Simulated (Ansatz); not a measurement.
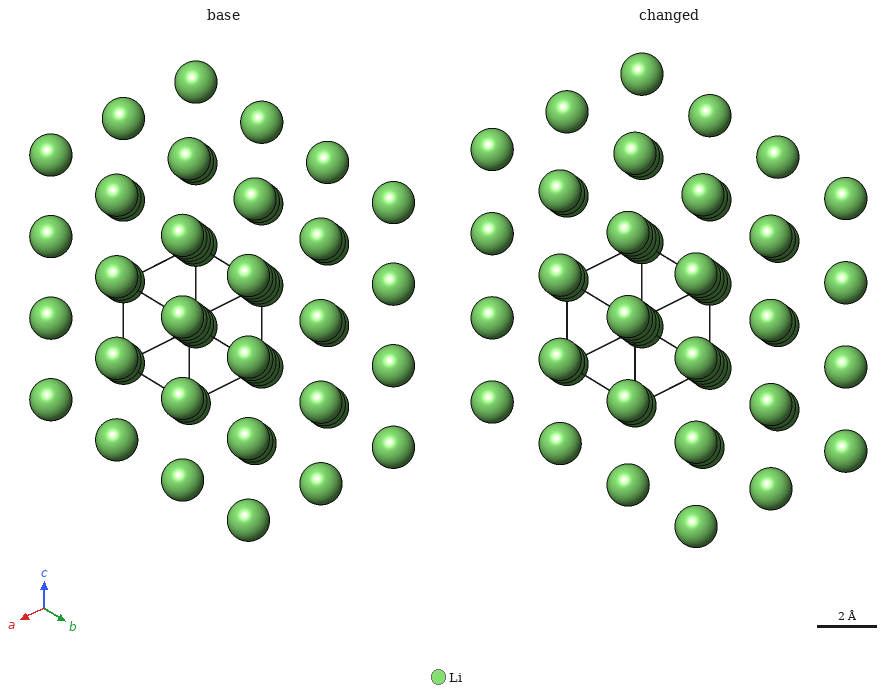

Left: crystalline Li (set up in Im-3m). Right: the same structure after one change, at the same scale. Style: spheres-only. Shown: the conventional cell (2 times the calculation's cell), repeated 2 × 3 × 3 with one cell outlined, from a free direction. Lengths and directions refer to the drawn axes.

All numbers below come from Ansatz 0.2.0, DFT PBE+D3(BJ), scalar-relativistic, plane waves, PAW. Settings: plane-wave cutoff 420 eV; k-point mesh 18 × 18 × 18; occupations gaussian; smearing width 0.1 eV; no spin polarisation.

### What was changed?

All lengths are scaled by +3.2 % (volume +10.0 %), the atoms keeping their fractional coordinates. No relaxation follows.

### What does the change do?

Some distances before and after: Li–Li 2.878 → 2.971 Å. The space group stays Im-3m (No. 229). The energy rises by 8.1 meV per atom. Pressure: 0.0 GPa before, −1.3 GPa after. All forces vanish by symmetry.
